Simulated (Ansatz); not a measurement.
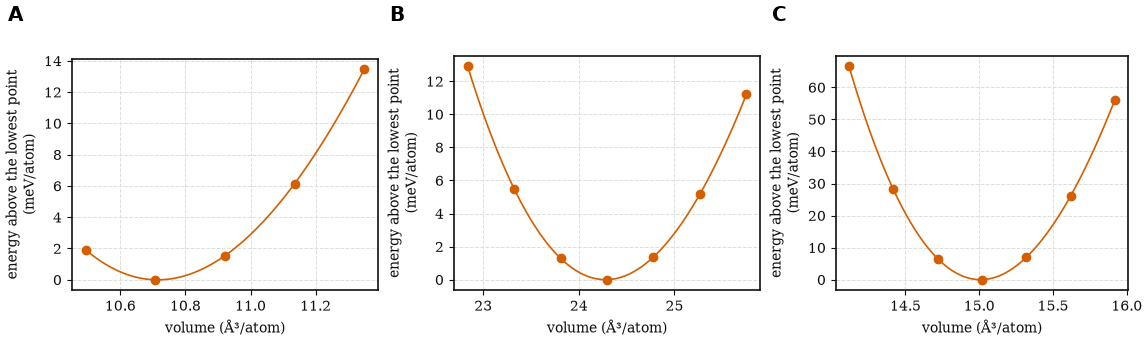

Each panel shows the energy above the lowest point against volume for one of these solids: Ag₂O₅, Pn-3m (No. 224); Re, Fm-3m (No. 225); S, Fd-3m (No. 227).

How it was computed, with Ansatz 0.2.0 development build: equation of state of a cubic crystal from periodic Kohn-Sham density functional theory without spin, third-order Birch-Murnaghan fit to the free energies; pressure corrected for the finite basis. Level: PBE.

Match the panels to the solids.

Answer. A is Ag₂O₅ (energy above the lowest point from 0.0 meV/atom to 13.5 meV/atom, V0 10.71 Å³/atom, B0 129 GPa); B is S (energy above the lowest point from 0.0 meV/atom to 12.9 meV/atom, V0 24.28 Å³/atom, B0 44 GPa); C is Re (energy above the lowest point from 0.0 meV/atom to 66.6 meV/atom, V0 15.01 Å³/atom, B0 361 GPa).

For Ag₂O₅, limits of the calculation: cubic model structure, not the ambient form; modest k-mesh, values are not fully converged in k; no spin polarisation, a magnetic state may lie lower.

For Re, limits of the calculation: cubic model structure, not the ambient form.

For S, limits of the calculation: cubic model structure, not the ambient form; modest k-mesh, values are not fully converged in k.
